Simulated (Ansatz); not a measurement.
ScAl7N8

ScAl7N8, 64 atoms, a = 11.02 Å, b = 6.37 Å, c = 10.12 Å, α = 90.00°, β = 90.00°, γ = 90.00°.

Space group Cm; a generated structure, not necessarily the stable one.

These are results of DFT PBE, scalar-relativistic, plane waves, PAW (Ansatz 0.2.0), not measurements.

Q: Predict the valence pseudo-density and electron localisation function between the atoms.

A: Al–N (1.90 Å): the density is about 0.67 e/Å³ at the midpoint; the ELF peaks at about 0.90 in the valence shell of N, 0.7 Å from its nucleus, and is about 0.90 at the midpoint.
Al–N (1.92 Å): the density is about 0.64 e/Å³ at the midpoint; the ELF peaks at about 0.85 between the atoms, as expected for a polar covalent bond.
Sc–N (2.08 Å): the density is about 0.59 e/Å³ at the midpoint; the ELF peaks at about 0.85 in the valence shell of N, 0.6 Å from its nucleus, and is about 0.20 at the midpoint: no shared electron pair shows on this line.

Q: Does the calculation make it a metal, or give it a gap?

A: It is gapped, with a Kohn–Sham gap of 3.9 eV on the k-point mesh, an upper bound to the gap of this method.

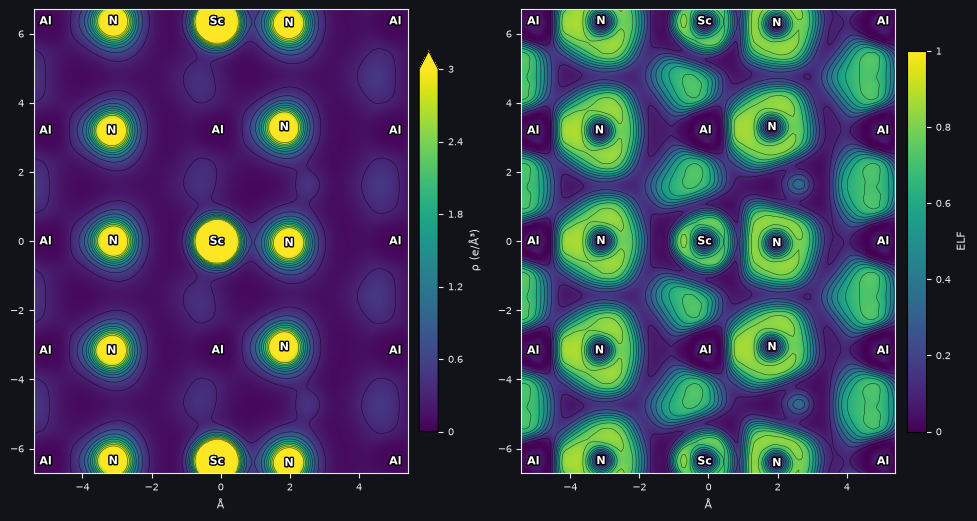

Computed valence pseudo-density and electron localisation function on the (110) plane of the conventional cell, in this order. Atoms just off the plane (Al, 0.9 Å away, Sc, 0.9 Å away and N, 0.9 Å away) can leave unmarked features too.

The density is the valence pseudo-density of a PAW calculation; it isn't the true density close to the nuclei.
